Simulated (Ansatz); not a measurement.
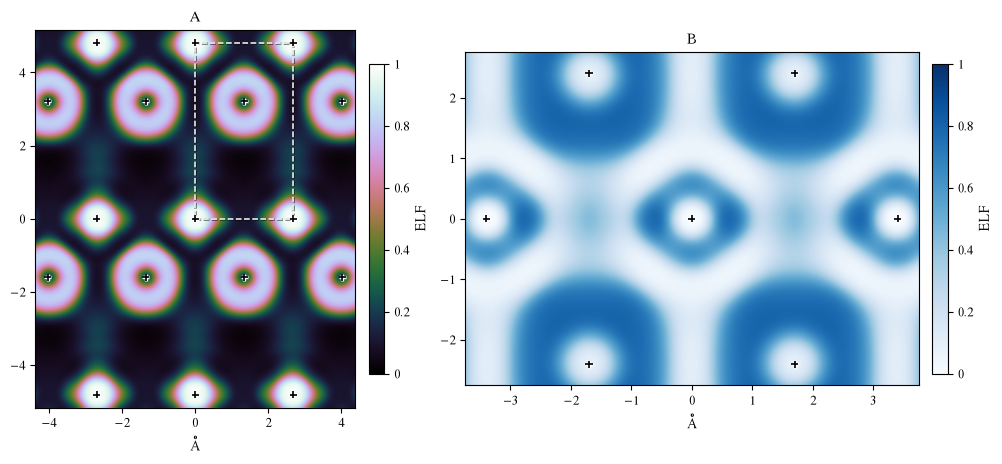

The electron localisation function of 2 systems, each on a plane through atoms (crosses mark nuclei in the plane).

Computed with Kohn-Sham DFT of a periodic cell, HSEsol, Ansatz PAW (Ansatz).

System 1: TiSe, the (101̄) plane of the conventional cell. Space group Pm-3m; a generated structure, not necessarily the stable one; built by placing these elements on a known structure type; computed pressure about −19 GPa in this cell.

```yaml
crystal:
  lattice:
    - [3.40340, 0.00000, 0.00000]
    - [0.00000, 3.40340, 0.00000]
    - [0.00000, 0.00000, 3.40340]
  atoms:
    - { symbol: Ti, position: [0.00000, 0.00000, 0.00000] }
    - { symbol: Se, position: [0.50000, 0.50000, 0.50000] }
```

System 2: CoO, the (110) plane of the conventional cell. Space group P-6m2; a generated structure, not necessarily the stable one; built by placing these elements on a known structure type; spin-polarised.

```cif
data_structure
_symmetry_space_group_name_H-M 'P 1'
_symmetry_Int_Tables_number 1
_cell_length_a 2.7813
_cell_length_b 2.7813
_cell_length_c 2.6867
_cell_angle_alpha 90.000
_cell_angle_beta 90.000
_cell_angle_gamma 120.000
_cell_volume 18.00
loop_
_atom_site_label
_atom_site_type_symbol
_atom_site_fract_x
_atom_site_fract_y
_atom_site_fract_z
_atom_site_occupancy
Co1 Co 0.00000 0.00000 0.00000 1
O1 O 0.66667 0.33333 0.50000 1
```

Which map belongs to which system?

Answer. Panel A is system 2, CoO: the plane holds Co and O. Co–O (2.09 Å): the ELF peaks at about 0.80 in the valence shell of O, 0.6 Å from its nucleus, and is about 0.15 at the midpoint: no localised pair shows between them. Panel B is system 1, TiSe: the plane holds Ti and Se. Ti–Se (2.95 Å): the ELF is about 0.40 at the midpoint.
